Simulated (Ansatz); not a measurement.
# GaN: band-structure calculation

- system: GaN (Fm-3m, 2 atoms in the cell)
- method: DFT, PBE, PAW with Ansatz's default frozen-core files, scalar-relativistic, no spin polarisation (Ansatz 0.2.0)

It belongs to a series of runs on one base structure; here: volume scaled by 1, PAW files. Figures and captions count atoms from 1; the log counts them from 0 in places.

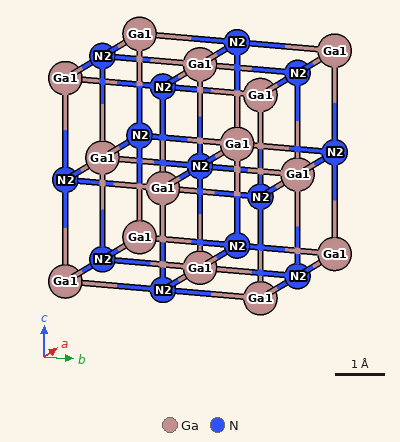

Fig. 1: The structure as given in the input (ball-and-stick view of the cell 4 times as large as that of the calculation, set on its symmetry axes, seen at an oblique angle; atoms are numbered from 1 in the order of the input). Near neighbours in the crystal (not all of them lie inside the picture): Ga has 6 N at 2.13 Å; N has 6 Ga at 2.13 Å.

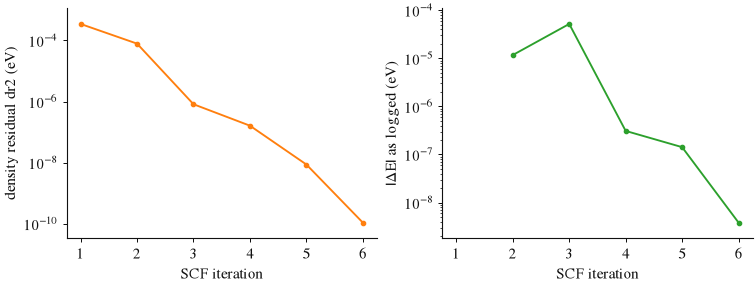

Fig. 2: Convergence of the self-consistent field: density residual dr2 and size of the energy change against the SCF iteration. The residual falls at every step.

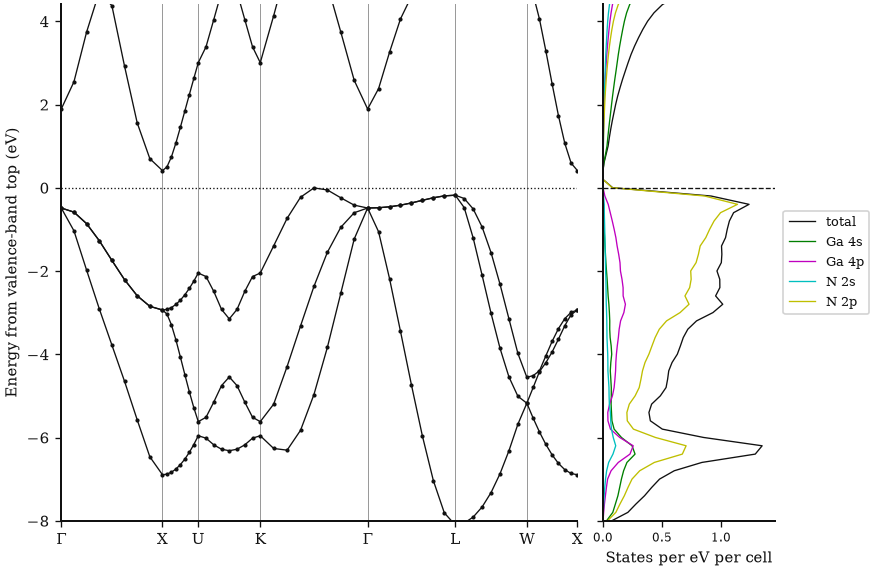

Fig. 3: Band structure along Γ–X–U–K–Γ–L–W–X and density of states (projected on Löwdin-orthogonalised atomic shells), with energies from the valence-band top. There is a gap of 0.42 eV on this path, indirect, from between K and Γ to X.

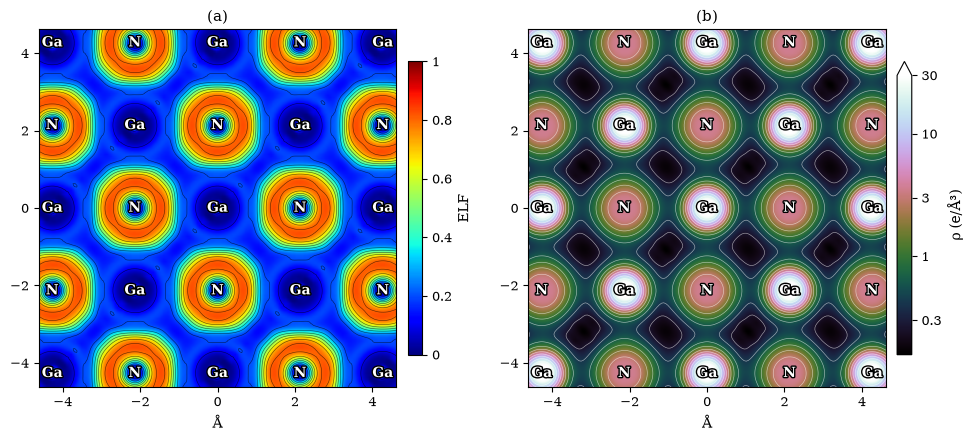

Fig. 4: (a) ELF; (b) valence charge density (pseudo) on the (100) plane of the conventional cell. The section cuts through Ga and N sites. Ga–N (2.13 Å): ρ at the midpoint is about 0.5 e/Å³; the ELF is about 0.35 at the midpoint. Away from the nuclei the density in this plane falls to 0.16 e/Å³ at its lowest. Core electrons are frozen (PAW), so the fields are smoothed inside the atomic spheres.

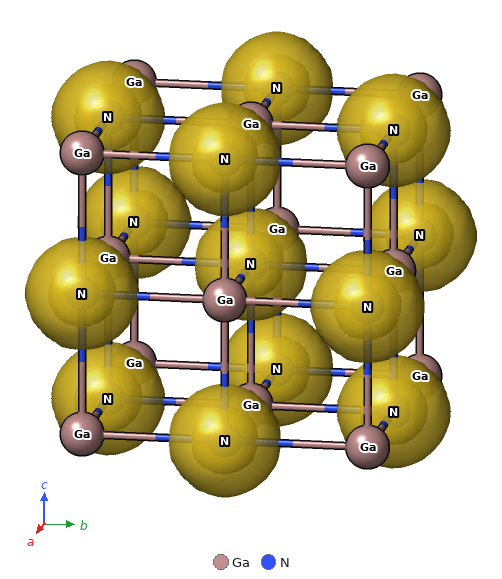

Fig. 5: Isosurface of the ELF at 0.75 (yellow), seen slightly off an axis. Only the valence region is drawn (cores and ρ < 0.01 e/Å³ removed). Sticks mark near contacts. The outline is the cell set on symmetry axes. Along the contacts the grid gives the following. Ga–N (2.13 Å): the ELF is about 0.35 at the midpoint.

These pictures come from the run below.

### Input file
```yaml
crystal:
  lattice:
    - [0.0, 2.13432546, 2.13432546]
    - [2.13432546, 0.0, 2.13432546]
    - [2.13432546, 2.13432546, 0.0]
  atoms:
    - { symbol: Ga, position: [0.0, 0.0, 0.0] }
    - { symbol: "N", position: [0.5, 0.5, 0.5] }
kpoints:
  mp_grid: { grid: [15, 15, 15] }
  band_path:
    path:
      - [0.0, 0.0, 0.0]
      - [0.5, 0.0, 0.5]
      - [0.625, 0.25, 0.625]
      - [0.375, 0.375, 0.75]
      - [0.0, 0.0, 0.0]
      - [0.5, 0.5, 0.5]
      - [0.5, 0.25, 0.75]
      - [0.5, 0.0, 0.5]
    npoints: 8
scf:
  occupations: { method: fermi_dirac, width: 0.1 }
hamiltonian:
  xc: pbe
  pseudopotentials: { kind: paw }
output:
  forces: true
  stress: true
  eigenvalues: true
  populations: true
  dos: { projected: true, de: 0.2, e_range: [-14, 8] }
  write_density: true
  write_potential: true
  elf: true
  volumetric_format: npy
```

Launched with:
```bash
ansatz run input.yaml --threads 1 --pin off --max-ram 2048MiB --backend cpu --events-out ev --progress --plain --runs-dir out
```

### Output
```
Engine: ansatz 0.2.0, aarch64-unknown-linux-gnu
Pseudopotentials: kind: paw
Pseudopotential: Ga, paw, valence charge 13, recommended cutoff 420 eV (normal), Ga.paw.azcp
Pseudopotential: N, paw, valence charge 5, recommended cutoff 420 eV (normal), N.paw.azcp
Functional definition: PBE
  parameter kappa = 0.804
  parameter beta = 0.06672455060314922
  exchange = pbe_x(kappa = kappa, mu = beta*pi^2/3)
  correlation = pbe_c(beta = beta)
Crystal: 2 atoms, lattice volume = 19.445 Å³
Basis set: ecut = 420 eV, 339 PW (Γ), exchange–correlation on 48×48×48 points (8 copies of the dense FFT grid, shifted against one another)
Bands: 13, of which v1, the nominal top of the filled ones, is band 9 counted from 1 (8 counted from 0)
Symmetry: 48 space group operations
Space group: Fm-3m (ITA 225), of the structure as read, at distance tolerance 2.7e-5 Å
k-points: 120 of 3375
Non-local potential: Ga, projectors of the file, l = 0: 2, l = 1: 2, l = 2: 3, l = 3: 1
Non-local potential: N, projectors of the file, l = 0: 2, l = 1: 2, l = 2: 1
PAW form: soft (Blöchl's): semilocal exchange-correlation on the pseudo side does not see the compensation charge
PAW one-centre angular grid: Ga, 590 points (default); XC on 64 Gauss nodes
PAW one-centre angular grid: N, 110 points (default); XC on 64 Gauss nodes
Initial density: superposition of atomic densities (neutral atoms: chi_scale 0, normalization atom), corrected by the library's trained network
Initial wavefunctions: pseudopotential atomic-orbital guess
Functional: x = pbe(κ = 0.804, μ = 0.2195149727645171), c = pbe(β = 0.06672455060314922)
SCF iter   1: F=—  HF=-4166.963293 eV  |F-HF|=—  |Δ(HF+E_count)|=         —  Δρ=2.29e-3  dr2=3.46e-4  ethr=1.77e-3  ⟨swp⟩=4.4  Hψ=7703  notcnv=0
preconditioner: auto → none  [insulator: Δε(μ)=0.505 eV  Ē_g=19.102 eV  σ=0.100 eV  W_gap=0.70  n_scr=8 (ndim 8)  ℏωp=35.7 eV  f_vac=0.000  D(μ)=0.02/eV (n_scr^D=0)  ε∞_Penn≈4.5]
SCF iter   2: F=—  HF=-4166.963305 eV  |F-HF|=—  |Δ(HF+E_count)|=   1.17e-5  Δρ=1.14e-3  dr2=7.85e-5  ethr=1.92e-6  ⟨swp⟩=2.1  Hψ=3495  notcnv=0
SCF iter   3: F=—  HF=-4166.963357 eV  |F-HF|=—  |Δ(HF+E_count)|=   5.18e-5  Δρ=1.04e-4  dr2=8.16e-7  ethr=4.36e-7  ⟨swp⟩=2.0  Hψ=2637  notcnv=0
SCF iter   4: F=—  HF=-4166.963356 eV  |F-HF|=—  |Δ(HF+E_count)|=   3.09e-7  Δρ=3.87e-5  dr2=1.62e-7  ethr=4.53e-9  ⟨swp⟩=2.0  Hψ=2614  notcnv=0
iter 5 did not close the SCF: its close was put off for the readings that it lacked (scf_convergence_deferred on its scf_iter line)
SCF iter   5: F=-4166.963356 eV  HF=-4166.963356 eV  |F-HF|=2.18e-9  |Δ(HF+E_count)|=   1.42e-7  Δρ=1.05e-5  dr2=8.69e-9  ethr=9.00e-10  ⟨swp⟩=2.1  Hψ=2568  notcnv=0
SCF iter   6: F=-4166.963356 eV  HF=-4166.963356 eV  |F-HF|=1.22e-10  |Δ(HF+E_count)|=   3.83e-9  Δρ=1.14e-6  dr2=1.09e-10  ethr=4.83e-11  ⟨swp⟩=4.7  Hψ=7520  notcnv=0
SCF 1 converged in 6 iterations: F = -4166.963356 eV  dr2 = 1.09e-10
  greatest PAW one-centre occupation: 0.997 electrons in one spin orbital (limit 2), on the Ga atom at site 0 (counted from 0), in its partial waves of l = 2
NSCF: frozen V_eff on 57 k-points
SCF converged after 6 iterations
Free energy (F): -4166.963356 eV
Harris-Foulkes:  -4166.963356 eV  (|F-HF|=1.22e-10)
Internal energy: -4166.962301 eV  (E = F + TS)
E sigma→0 (E₀):  -4166.962829 eV
Entropy (-TS):   -0.001055 eV (-0.527 meV/atom)
Fermi energy:    13.065177 eV
--- Per-component energies (eV) ---
  E_band       = 38.917320
  E_kinetic    = 246.930850
  E_local      = -1691.590121  (includes V_loc(G=0)·N_el)
  E_nonlocal   = 476.994632
  E_hartree    = 791.896369
  E_xc         = -128.148343
  E_vxc        = -133.515081  (∫ρ·V_xc dr)
  E_paw        = -2123.867806  (= ΣΔE_a)
  E_vpaw       = -443.695563  (= ΣTr[D̂ρ^β])
  E_aug_tail   = -0.000169  (compensation charges beyond the density's cutoff)
  E_ewald      = -1739.177713
  E_smearing   = -0.001055  (= −TS)
  E_closure    = -0.000000  (closes the sum)
  Σ components = -4166.963356   (vs F -4166.963356, Δ=0.00e0)
--- Forces (eV/Å), atoms counted from 1 ---
  atom   1  Ga    -0.00000000     0.00000000     0.00000000
  atom   2  N      0.00000000    -0.00000000    -0.00000000
  max |Σ_I F_I| component: 1.11e-29 eV/Å
--- Stress (GPa, compression-positive) ---
       -0.002176       0.000000      -0.000000
        0.000000      -0.002176       0.000000
        0.000000       0.000000      -0.002176
  P = ⅓ Tr σ = -0.0022 GPa (-0.022 kbar)
--- Band table (eV; the first three rows and the last of 120) ---
  k-point 0: bands = ["-4.3454", "-1.3993", "-1.3993", "-1.3993", "-1.3113", "-1.3113", "12.1769", "12.1769", "12.1769", "14.5561", "27.1137", "27.1137", "27.1137"]
  k-point 1: bands = ["-4.2614", "-1.4023", "-1.3945", "-1.3945", "-1.3173", "-1.3173", "11.5410", "12.1844", "12.1844", "15.0997", "25.6219", "26.7347", "26.7347"]
  k-point 2: bands = ["-4.0129", "-1.4106", "-1.3897", "-1.3897", "-1.3251", "-1.3251", "10.3163", "12.2105", "12.2105", "16.0349", "23.9713", "25.7228", "25.7228"]
  k-point 119: bands = ["-2.6646", "-1.4159", "-1.3718", "-1.3681", "-1.1458", "1.3076", "7.3189", "7.3249", "8.5862", "17.4804", "21.9568", "22.9745", "23.0048"]
--- Löwdin populations: 2 sites ---
  site symbol       q [e]
     0     Ga     12.2000
     1      N      5.7578
  spilling = 0.002347 (of n_electrons = 18.000000)
```

### File dos.tsv
```
# E-E_F[eV]	g_bin_mean(E)[states/eV]	N(E)
# format = ansatz-dos/2
# fermi_ev = 13.065177
# fermi_mp_grid = 15 15 15
# fermi_mp_shift = 0 0 0
# g_bin_mean(E): the states in a bin one row spacing wide, centred on E, divided by that spacing. States that the method places at a single energy (under output.dos.method: tetrahedron, those of a tetrahedron whose four corners have one energy) are counted whole in the row whose bin holds that energy (on the edge of two bins, in the lower row). The sum of g_bin_mean over a run of rows, times the row spacing, is the number of states from half a spacing under the first of them to half a spacing over the last (a plain sum, not the trapezoid rule).
-14.000000	8.452649e-1	1.051592e1
-13.800000	7.250239e-1	1.067039e1
-13.600000	6.630582e-1	1.080700e1
-13.400000	6.412935e-1	1.093747e1
-13.200000	6.172155e-1	1.106298e1
-13.000000	6.059400e-1	1.118519e1
-12.800000	5.971679e-1	1.130541e1
-12.600000	5.901260e-1	1.142422e1
-12.400000	5.849890e-1	1.154139e1
-12.200000	5.923333e-1	1.165945e1
-12.000000	6.005873e-1	1.177689e1
-11.800000	5.941028e-1	1.190042e1
-11.600000	2.129453e-1	1.199131e1
-11.400000	0.000000e0	1.200000e1
-11.200000	0.000000e0	1.200000e1
-11.000000	0.000000e0	1.200000e1
-10.800000	0.000000e0	1.200000e1
-10.600000	0.000000e0	1.200000e1
-10.400000	0.000000e0	1.200000e1
-10.200000	0.000000e0	1.200000e1
-10.000000	0.000000e0	1.200000e1
-9.800000	0.000000e0	1.200000e1
-9.600000	0.000000e0	1.200000e1
-9.400000	0.000000e0	1.200000e1
-9.200000	0.000000e0	1.200000e1
-9.000000	0.000000e0	1.200000e1
-8.800000	0.000000e0	1.200000e1
-8.600000	0.000000e0	1.200000e1
-8.400000	7.592580e-2	1.200388e1
-8.200000	2.109876e-1	1.203460e1
-8.000000	2.791060e-1	1.208366e1
-7.800000	3.523669e-1	1.214680e1
-7.600000	4.130887e-1	1.222352e1
-7.400000	4.796339e-1	1.231237e1
-7.200000	6.038876e-1	1.241710e1
-7.000000	8.382485e-1	1.255999e1
-6.800000	1.289771e0	1.276219e1
-6.600000	1.348211e0	1.305138e1
-6.400000	8.519292e-1	1.327457e1
-6.200000	5.028710e-1	1.340407e1
-6.000000	4.014805e-1	1.349021e1
-5.800000	3.894571e-1	1.356801e1
-5.600000	4.121565e-1	1.364698e1
-5.400000	4.862442e-1	1.373722e1
-5.200000	5.346497e-1	1.383968e1
-5.000000	5.477333e-1	1.394915e1
-4.800000	5.571719e-1	1.405837e1
-4.600000	5.852165e-1	1.417163e1
-4.400000	6.299747e-1	1.429522e1
-4.200000	6.560598e-1	1.442253e1
-4.000000	6.802607e-1	1.455710e1
-3.800000	7.187659e-1	1.469529e1
-3.600000	7.924282e-1	1.484612e1
-3.400000	9.317145e-1	1.501499e1
-3.200000	1.014588e0	1.521538e1
-3.000000	9.541450e-1	1.541261e1
-2.800000	9.901857e-1	1.560574e1
-2.600000	9.892866e-1	1.580521e1
-2.400000	9.655596e-1	1.600017e1
-2.200000	1.002503e0	1.619608e1
-2.000000	1.007088e0	1.639823e1
-1.800000	1.004217e0	1.659791e1
-1.600000	1.038177e0	1.680306e1
-1.400000	1.052581e0	1.701211e1
-1.200000	1.070778e0	1.722475e1
-1.000000	1.106563e0	1.744123e1
-0.800000	1.237273e0	1.766992e1
-0.600000	9.157857e-1	1.792100e1
-0.400000	8.193075e-2	1.800000e1
-0.200000	0.000000e0	1.800000e1
0.000000	1.537003e-5	1.800000e1
0.200000	9.179033e-3	1.800050e1
0.400000	2.646696e-2	1.800404e1
0.600000	4.358099e-2	1.801110e1
0.800000	5.399612e-2	1.802100e1
1.000000	6.563868e-2	1.803290e1
1.200000	7.857048e-2	1.804729e1
1.400000	9.300371e-2	1.806442e1
1.600000	1.076790e-1	1.808447e1
1.800000	1.246453e-1	1.810763e1
2.000000	1.444999e-1	1.813448e1
2.200000	1.656607e-1	1.816546e1
2.400000	1.889419e-1	1.820089e1
2.600000	2.126721e-1	1.824104e1
2.800000	2.378319e-1	1.828603e1
3.000000	2.674990e-1	1.833643e1
3.200000	3.007196e-1	1.839318e1
3.400000	3.370456e-1	1.845688e1
3.600000	3.784027e-1	1.852822e1
3.800000	4.318133e-1	1.860886e1
4.000000	5.041869e-1	1.870180e1
4.200000	6.263639e-1	1.881260e1
4.400000	9.115612e-1	1.896253e1
4.600000	9.729697e-1	1.916222e1
4.800000	9.169869e-1	1.934628e1
5.000000	9.973804e-1	1.954052e1
5.200000	7.750930e-1	1.972672e1
5.400000	4.450611e-1	1.984309e1
5.600000	3.092350e-1	1.991774e1
5.800000	1.797546e-1	1.996636e1
6.000000	8.650868e-2	1.999235e1
6.200000	6.041157e-2	2.000122e1
6.400000	3.874881e-1	2.003913e1
6.600000	5.771591e-1	2.014275e1
6.800000	5.917627e-1	2.026351e1
7.000000	6.236546e-1	2.038273e1
7.200000	6.567405e-1	2.051195e1
7.400000	6.733638e-1	2.064367e1
7.600000	7.615638e-1	2.078650e1
7.800000	8.678071e-1	2.094879e1
8.000000	1.044432e0	2.113608e1
```

### File populations.tsv
```
# site	symbol	l	j	q
# orbitals = lowdin
# n_electrons = 18.000000
# spilling = 0.002347
0	Ga	0_4S	-	0.782658
0	Ga	1_4P	-	1.427098
0	Ga	2_3D	-	9.990237
1	N	0_2S	-	1.486594
1	N	1_2P	-	4.271168
```

### File rho_z.tsv
```
# z_ang	rho[e/angstrom^3]
# format = ansatz-planar-average/11
# lattice	0.000000000	2.134325460	2.134325460
# lattice	2.134325460	0.000000000	2.134325460
# lattice	2.134325460	2.134325460	0.000000000
# sites	2
# site	31	0.000000000	0.000000000	0.000000000
# site	7	2.134325460	2.134325460	2.134325460
0.000000	2.260156e0
0.125766	2.055050e0
0.251533	1.571046e0
0.377299	1.069742e0
0.503065	7.232830e-1
0.628832	5.517999e-1
0.754598	5.014056e-1
0.880364	5.191382e-1
1.006131	5.715728e-1
1.131897	6.348814e-1
1.257663	6.893069e-1
1.383430	7.234650e-1
1.509196	7.347671e-1
1.634962	7.234650e-1
1.760729	6.893069e-1
1.886495	6.348814e-1
2.012261	5.715728e-1
2.138028	5.191382e-1
2.263794	5.014056e-1
2.389560	5.517999e-1
2.515327	7.232830e-1
2.641093	1.069742e0
2.766859	1.571046e0
2.892626	2.055050e0
```

### Summary

| quantity | value |
| --- | --- |
| outcome | converged |
| space group (tolerance 0.01 Å) | Fm-3m (225) |
| electrons treated | 18 |
| free energy | −4166.9634 eV |
| Fermi energy | 13.065 eV |
| pressure | 0.00 GPa |
| electronic character | gap of 0.42 eV |
| largest force (length of the vector) | under 0.001 eV/Å |
| hardware | 1 thread of Arm Neoverse V1, 24 GiB of memory available, shared host |
| wall time | 4.1 s |
| peak memory | 0.31 GiB |
